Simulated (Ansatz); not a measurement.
Geometry relaxation, with input and output: Ni (part 2 of 2)

Continued. System: Ni (P6/mmm, 1 atom in the cell). Method: DFT, PBE, PAW with Ansatz's default frozen-core files, scalar-relativistic, spin-polarised (Ansatz 0.2.0); cutoff 420 eV, 18×18×17 k-mesh, Fermi–Dirac smearing of 0.1 eV, collinear spins. Its volume is 0.90 times that of the source entry. It belongs to a series of runs on one base structure; here: shape and atoms relaxed at 0.9 of the volume.

Geometry of the input (Å; fractional positions):
```
2.3296  0.0000  0.0000
-1.1648  2.0175  0.0000
0.0000  0.0000  2.2704
Ni 0.0000  0.0000  0.0000
```

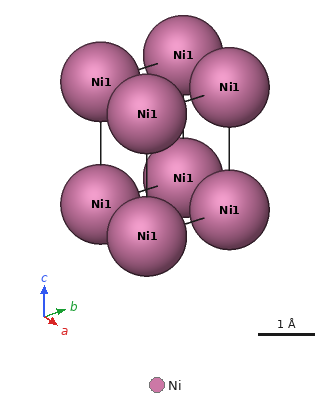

**Figure 1.** The geometry at step 2 of the log (spheres-only view of the cell of the calculation, seen slightly off an axis; atoms are numbered from 1 in the order of the input).

## What the program printed, continued
```
relax step   3: F+E_penalty+E_count = -5839.27047799 eV  Δ(F+E_penalty+E_count) = -9.919e-5 eV  max|allowed force component| = 0.000e0 eV/Å  Δτ_max = 0.0000 Å  P = +21.062 GPa  Ω = 10.671 Å³  energy of the carried Pulay correction = -2.201e-6 eV  fix = [volume]  reactions: volume +21.062 GPa  (8 SCF iters, dr2 threshold 1.00e-7 eV, accepted)
Initial wavefunctions: pseudopotential atomic-orbital guess (no wavefunctions were taken with the density)
iter 1 solved again at ethr=1.87e-7 eV; its pass at ethr=3.10e-3 eV (dr2=3.37e-5 eV) is discarded
SCF iter   1: F=—  HF=-5839.270479 eV  |F-HF|=—  |Δ(HF+E_count)|=         —  Δρ=5.88e-6 (↑5.62e-6 ↓5.88e-6)  dr2=2.44e-9  dr2_m=9.87e-11  M=0.162 μB ∫|m|=0.176 μB  β_m=0.65  ethr=1.87e-7  ⟨swp⟩=2.6  Hψ=69748  notcnv=0
eigensolver tolerance schedule: the retry pair's looser diagonalisation over-reported the residual by 13805.93 of it (diagonalisation noise at 5.04 of the residual, at the tolerance the schedule requests for it); recorded, not acted on — ethr = c·dr2/N_el stays at c = 1.0e-1
preconditioner: auto → none  [metal: Δε(μ)=0.002 eV  Ē_g=17.447 eV  σ=0.100 eV  W_gap=0.01  n_scr=0 (ndim 8)  ℏωp=35.9 eV  f_vac=0.000  D(μ)=1.79/eV (n_scr^D=26)]
SCF iter   2: F=—  HF=-5839.270480 eV  |F-HF|=—  |Δ(HF+E_count)|=   3.71e-7  Δρ=1.20e-6 (↑1.20e-6 ↓1.13e-6)  dr2=7.23e-11  dr2_m=2.03e-11  M=0.162 μB ∫|m|=0.176 μB  β_m=0.49  ethr=1.36e-11  ⟨swp⟩=3.1  Hψ=19706  notcnv=0
SCF iter   3: F=—  HF=-5839.270480 eV  |F-HF|=—  |Δ(HF+E_count)|=  7.14e-10  Δρ=1.28e-6 (↑1.28e-6 ↓7.12e-7)  dr2=1.18e-10  dr2_m=3.63e-11  M=0.162 μB ∫|m|=0.176 μB  β_m=0.49  ethr=1.00e-12  ⟨swp⟩=1.8  Hψ=11566  notcnv=0
SCF iter   4: F=—  HF=-5839.270480 eV  |F-HF|=—  |Δ(HF+E_count)|=  3.89e-10  Δρ=7.54e-7 (↑5.04e-7 ↓7.54e-7)  dr2=3.91e-11  dr2_m=7.29e-12  M=0.162 μB ∫|m|=0.176 μB  β_m=0.47  ethr=1.00e-12  ⟨swp⟩=2.3  Hψ=13496  notcnv=0
SCF iter   5: F=—  HF=-5839.270480 eV  |F-HF|=—  |Δ(HF+E_count)|=  3.60e-10  Δρ=5.81e-7 (↑5.81e-7 ↓1.45e-7)  dr2=1.82e-11  dr2_m=1.01e-11  M=0.162 μB ∫|m|=0.176 μB  β_m=0.74  ethr=1.00e-12  ⟨swp⟩=1.0  Hψ=9355  notcnv=0
SCF iter   6: F=—  HF=-5839.270480 eV  |F-HF|=—  |Δ(HF+E_count)|=  9.09e-11  Δρ=3.89e-7 (↑3.89e-7 ↓1.26e-7)  dr2=1.41e-11  dr2_m=1.90e-12  M=0.162 μB ∫|m|=0.176 μB  β_m=0.79  ethr=1.00e-12  ⟨swp⟩=1.0  Hψ=9324  notcnv=0
SCF iter   7: F=—  HF=-5839.270480 eV  |F-HF|=—  |Δ(HF+E_count)|=  9.09e-12  Δρ=7.70e-8 (↑7.70e-8 ↓6.90e-8)  dr2=1.05e-12  dr2_m=2.21e-14  M=0.162 μB ∫|m|=0.176 μB  β_m=0.89  ethr=1.00e-12  ⟨swp⟩=1.0  Hψ=9324  notcnv=0
SCF iter   8: F=-5839.270480 eV  HF=-5839.270480 eV  |F-HF|=9.09e-13  |Δ(HF+E_count)|=  9.09e-13  Δρ=8.94e-8 (↑8.34e-8 ↓8.94e-8)  dr2=1.86e-12  dr2_m=2.47e-15  M=0.162 μB ∫|m|=0.176 μB  ethr=1.00e-12  ⟨swp⟩=3.5  Hψ=34116  notcnv=0
SCF 4 converged in 8 iterations: F = -5839.270480 eV  dr2 = 1.86e-12
relax step   4: F+E_penalty+E_count = -5839.27047979 eV  Δ(F+E_penalty+E_count) = -1.797e-6 eV  max|allowed force component| = 0.000e0 eV/Å  Δτ_max = 0.0000 Å  P = +21.061 GPa  Ω = 10.671 Å³  fix = [volume]  reactions: volume +21.061 GPa  stress off target by 9.46e-3 GPa on what of the cell is left free  SCF on the basis re-selected at this cell (its energy is not comparable with the rows above)  (8 SCF iters)
```

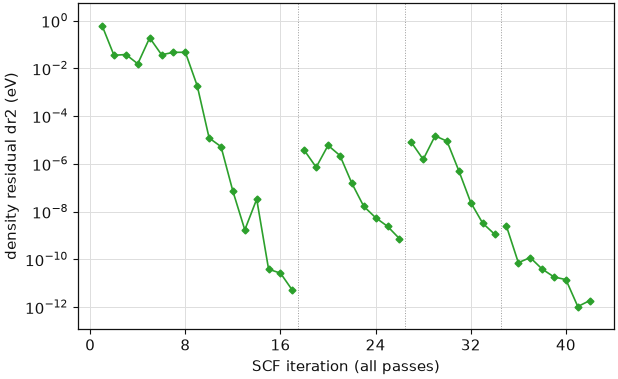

**Figure 2.** Convergence of the self-consistent field: density residual dr2 against the SCF iteration. The dotted lines part the SCF passes of the relaxation: geometry steps, rejected trials and re-solves on a re-selected basis. The passes take 17, 9, 8 and 8 iterations.

```
basis re-selected at this cell: Δ(F+E_penalty+E_count) = -1.797e-6 eV, ΔP = -0.001 GPa vs the last step (what re-selecting the basis moved, of the pressure what is left beyond the Pulay correction that the steps carried, after the strain that the cell walked since its last selection, with what the two solves' SCF thresholds leave and, on support functions, any second-order correction that the steps lacked; it is no measure of the basis error at this ecutwfc). This SCF's stress stands 9.46e-3 GPa from its target on what of the cell is left free (relax.cell.stress_tol is 5.00e-2 GPa) and its largest allowed force component is 0.00e0 eV/Å (relax.f_tol is 5.00e-3 eV/Å): within both
SCF converged after 8 iterations
Magnetization: 0.1621 μB (9.0811 up, 8.9189 down)
Absolute magnetization: 0.1760 μB (∫|ρ↑−ρ↓|, with the PAW one-centre terms)
Spin contamination: 0.0006 ħ² per cell (⟨S²⟩ above its minimum at these occupations)
Per-site moments (μB) at R_I (Å): [(0.16834318729107395, 0.9334636110105421)]
Free energy (F): -5839.270480 eV
Harris-Foulkes:  -5839.270480 eV  (|F-HF|=9.09e-13)
Internal energy: -5839.211340 eV  (E = F + TS)
E sigma→0 (E₀):  -5839.240910 eV
Entropy (-TS):   -0.059140 eV (-59.140 meV/atom)
Fermi energy:    18.511225 eV
--- Per-component energies (eV) ---
  E_band       = -277.106598
  E_kinetic    = 284.452925
  E_local      = -3469.223280  (includes V_loc(G=0)·N_el)
  E_nonlocal   = 636.818402
  E_hartree    = 1453.778919
  E_xc         = -85.229488
  E_vxc        = -109.934054  (∫ρ·V_xc dr)
  E_paw        = -1630.581955  (= ΣΔE_a)
  E_vpaw       = -526.779044  (= ΣTr[D̂ρ^β])
  E_aug_tail   = 0.000511  (compensation charges beyond the density's cutoff)
  E_ewald      = -3029.227374
  E_smearing   = -0.059140  (= −TS)
  E_closure    = 0.000000  (closes the sum)
  Σ components = -5839.270480   (vs F -5839.270480, Δ=0.00e0)
--- Forces (eV/Å), atoms counted from 1 ---
  atom   1  Ni     0.00000000     0.00000000     0.00000000
  max |Σ_I F_I| component: 1.64e-32 eV/Å
--- Stress (GPa, compression-positive) ---
       21.055931       0.000000       0.000000
       -0.000000      21.055931      -0.000000
        0.000000      -0.000000      21.070121
  P = ⅓ Tr σ = 21.0607 GPa (210.607 kbar)
--- Band table (eV; the first three rows and the last of 666) ---
  k-point 0 ↑: bands = ["-84.7609", "-45.0206", "-45.0206", "-44.8786", "9.4216", "14.5839", "16.3672", "16.3672", "18.5146", "18.5146", "38.3849", "42.8543", "43.6392", "46.9430"]
  k-point 1 ↑: bands = ["-84.7597", "-45.0198", "-45.0198", "-44.8895", "9.5293", "14.6324", "16.3768", "16.3768", "18.4762", "18.4762", "37.0302", "42.9477", "45.0717", "47.1173"]
  k-point 2 ↑: bands = ["-84.7560", "-45.0173", "-45.0173", "-44.9207", "9.8473", "14.7740", "16.4045", "16.4045", "18.3674", "18.3674", "34.5801", "43.2266", "47.6187", "47.6187"]
  k-point 332 ↓: bands = ["-84.4574", "-45.0168", "-45.0168", "-44.9434", "15.2538", "15.2538", "16.7166", "16.7166", "19.1527", "28.7366", "30.2625", "30.2625", "33.4144", "33.4144"]
--- Relaxed structure (3 steps of the walk, 3 accepted, 1 SCFs on fresh bases) ---
  F+E_penalty+E_count = -5839.27047979 eV   max|allowed force component| = 0.000e0 eV/Å   (the final SCF, on the basis selected at the relaxed cell)
  cell:  # Å, volume = 10.6710 Å³
    - [2.3334610337397286, 2.8914865756048076e-11, 7.060258056962543e-20]
    - [-1.1667305168949054, 2.0208365339452445, -3.5301290285574957e-20]
    - [6.880644677559872e-20, -5.163878243532364e-33, 2.262942087298284]
  atoms:
    - { symbol: Ni, position: [0.0, 0.0, 0.0] }
```

## File rho_z.tsv
```
# z_ang	rho[e/angstrom^3]	rho_spin[e/angstrom^3]
# format = ansatz-planar-average/11
# lattice	2.333461034	0.000000000	0.000000000
# lattice	-1.166730517	2.020836534	-0.000000000
# lattice	0.000000000	-0.000000000	2.262942087
# sites	1
# site	28	0.000000000	0.000000000	0.000000000
0.000000	5.147994e0	5.360726e-2
0.141434	4.443398e0	4.603092e-2
0.282868	2.925481e0	2.908735e-2
0.424302	1.591068e0	1.399698e-2
0.565736	8.181847e-1	5.574420e-3
0.707169	4.585330e-1	1.660085e-3
0.848603	3.103199e-1	-1.255166e-4
0.990037	2.542594e-1	-9.166309e-4
1.131471	2.385514e-1	-1.137063e-3
1.272905	2.542594e-1	-9.166309e-4
1.414339	3.103199e-1	-1.255166e-4
1.555773	4.585330e-1	1.660085e-3
1.697207	8.181847e-1	5.574420e-3
1.838640	1.591068e0	1.399698e-2
1.980074	2.925481e0	2.908735e-2
2.121508	4.443398e0	4.603092e-2
```

## File v_z.tsv
```
# z_ang	v_es[eV]	v_tot_up[eV]	v_tot_dn[eV]
# format = ansatz-planar-average/11
# xc	pbe
# density_cutoff_ev	1680
# datasets	Ni=:simpson_from_first_knot:soft
# lattice	2.333461034	0.000000000	0.000000000
# lattice	-1.166730517	2.020836534	-0.000000000
# lattice	0.000000000	-0.000000000	2.262942087
# sites	1
# site	28	0.000000000	0.000000000	0.000000000
0.000000	-5.614039e0	-2.119076e1	-2.118676e1
0.141434	-4.466600e0	-1.983668e1	-1.982807e1
0.282868	-1.270221e0	-1.602674e1	-1.600801e1
0.424302	3.409324e0	-1.041683e1	-1.039202e1
0.565736	8.766790e0	-3.885990e0	-3.864683e0
0.707169	1.374508e1	2.300609e0	2.307708e0
0.848603	1.729706e1	6.813560e0	6.799417e0
0.990037	1.900899e1	8.944564e0	8.900897e0
1.131471	1.944278e1	9.394846e0	9.332764e0
1.272905	1.900899e1	8.944564e0	8.900897e0
1.414339	1.729706e1	6.813560e0	6.799417e0
1.555773	1.374508e1	2.300609e0	2.307708e0
1.697207	8.766790e0	-3.885990e0	-3.864683e0
1.838640	3.409324e0	-1.041683e1	-1.039202e1
1.980074	-1.270221e0	-1.602674e1	-1.600801e1
2.121508	-4.466600e0	-1.983668e1	-1.982807e1
```

## Trajectory as extended XYZ (Å, eV, eV/Å), 4 frames, from step=1 to step=4
```
1
Lattice="2.3296 0.0000 0.0000 -1.1648 2.0175 0.0000 0.0000 0.0000 2.2704" Properties=species:S:1:pos:R:3:forces:R:3 step=1 energy=-5839.27020 pressure_GPa=21.12
Ni    0.0000    0.0000    0.0000    0.0000   0.0000   0.0000
1
Lattice="2.3312 0.0000 0.0000 -1.1656 2.0189 0.0000 0.0000 0.0000 2.2674" Properties=species:S:1:pos:R:3:forces:R:3 step=2 energy=-5839.27038 pressure_GPa=21.10
Ni    0.0000    0.0000    0.0000    0.0000   0.0000   0.0000
1
Lattice="2.3335 0.0000 0.0000 -1.1667 2.0208 0.0000 0.0000 0.0000 2.2629" Properties=species:S:1:pos:R:3:forces:R:3 step=3 energy=-5839.27048 pressure_GPa=21.06
Ni    0.0000    0.0000    0.0000    0.0000   0.0000   0.0000
1
Lattice="2.3335 0.0000 0.0000 -1.1667 2.0208 0.0000 0.0000 0.0000 2.2629" Properties=species:S:1:pos:R:3:forces:R:3 step=4 energy=-5839.27048 pressure_GPa=21.06
Ni    0.0000    0.0000    0.0000    0.0000   0.0000   0.0000
```

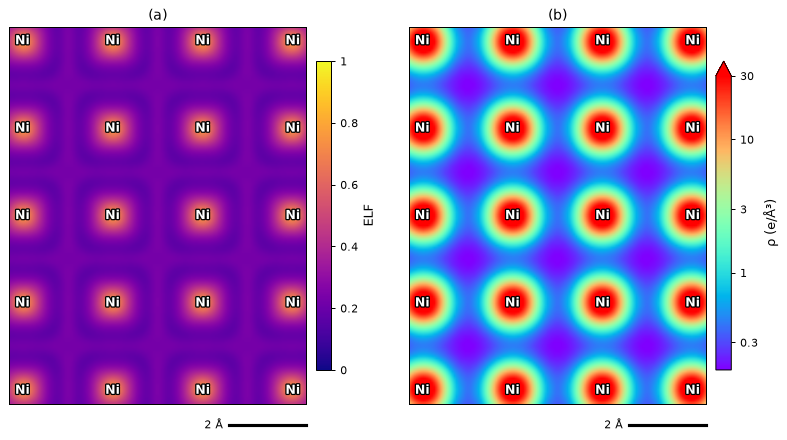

**Figure 3.** (a) ELF; (b) valence pseudo-density on the (100) plane of the conventional cell. Atoms in the plane: Ni. Ni–Ni (2.26 Å): ρ at the midpoint is about 0.43 e/Å³; the ELF is about 0.20 at the midpoint (no localised pair between them). Ni–Ni (2.33 Å): the density is about 0.4 e/Å³ at the midpoint; the ELF is about 0.25 at the midpoint (no localised pair between them). Away from the nuclei the density in this plane falls to 0.19 e/Å³ at its lowest. The strong features right at Ni lie inside the PAW spheres (semicore, d or f shells) and say nothing about bonding. In a PAW calculation such maps are meaningful between the atoms, not at the nuclei.

## Summary

```json
{"quantity": "outcome", "value": "converged"}
{"quantity": "space group (tolerance 0.01 Å)", "value": "P6/mmm (191)"}
{"quantity": "electrons treated", "value": "18"}
{"quantity": "free energy", "value": "−5839.2705 eV"}
{"quantity": "Fermi energy", "value": "18.511 eV"}
{"quantity": "net moment of the cell", "value": "0.16 μB"}
{"quantity": "integrated absolute moment", "value": "0.18 μB"}
{"quantity": "pressure", "value": "21.06 GPa"}
{"quantity": "final volume", "value": "10.67 Å³"}
{"quantity": "largest force (length of the vector) at the end", "value": "under 0.001 eV/Å"}
{"quantity": "final cell", "value": "a = 2.333 Å, b = 2.333 Å, c = 2.263 Å, α = 90.00°, β = 90.00°, γ = 120.00°"}
{"quantity": "wall time", "value": "34 s"}
{"quantity": "peak memory", "value": "0.37 GiB"}
```

The cell is under a pressure of 21 GPa at this level, so it is not at its equilibrium volume.
